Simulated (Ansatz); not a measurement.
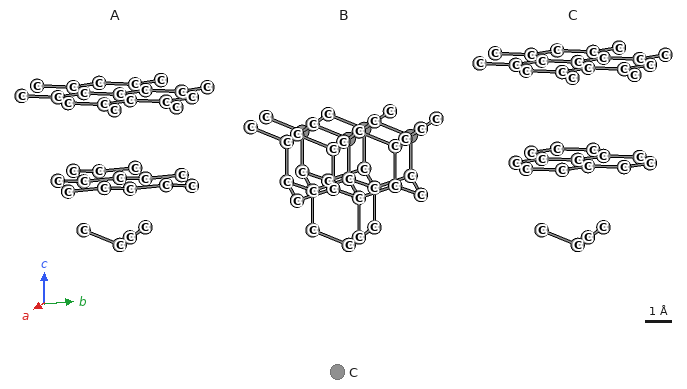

3 geometries from one constrained relaxation of a slab of composition C (cut from the P6_3/mmc phase), in shuffled order. The picture is a ball-and-stick view of the atoms within 4.2 Å of the atom that moves most (axes of the 2 × 2 repeat of the cell, outlined in the plane, without the vacuum (origin shifted)), seen slightly off an axis.

Case: lower part held, upper part relaxed from the bulk's places. The slab is the (0 0 1) face of C. 16 atoms are held fixed.

Level of theory: DFT PBEsol, scalar-relativistic, plane waves, PAW (Ansatz 0.2.0). Settings: plane-wave cutoff 420 eV; k-point mesh 6 × 6 × 1; occupations gaussian; smearing width 0.05 eV; no spin polarisation; dipole correction; atoms relaxed in a fixed cell; force threshold 0.02 eV/Å; at most 90 steps.

Order the frames from highest to lowest energy.

B, A, C. They are steps 0, 12, 26, at +4.526 eV per cell of the calculation, +0.223 eV per cell of the calculation relative to the last. The largest moves, 3.03 Å, are those of C atoms. The cell stays as it was. Among the contacts that change: C–C 1.558 → 3.846 Å, C–C 1.558 → 2.803 Å, C–C 1.534 → 1.443 Å. Bonds break, among them: C–C (1.56 → 2.80 Å), C–C (1.56 → 3.85 Å). Bond angles that change, for instance: C–C–C 109.0° → 120.0°. Over 25 accepted moves (26 points after the start) the energy falls by 4.526 eV per cell of the calculation. The largest force component goes from 4.5 to 0.012 eV/Å. 1 step only repeated the SCF at the same geometry. The run may lie on a higher electronic state than the lowest, so the end point isn't shown to be the ground-state structure. Cost: 3.8 min on 4 threads of Intel(R) Xeon(R) Platinum 8488C (Sapphire Rapids), on a shared host, peak memory 1.3 GiB.
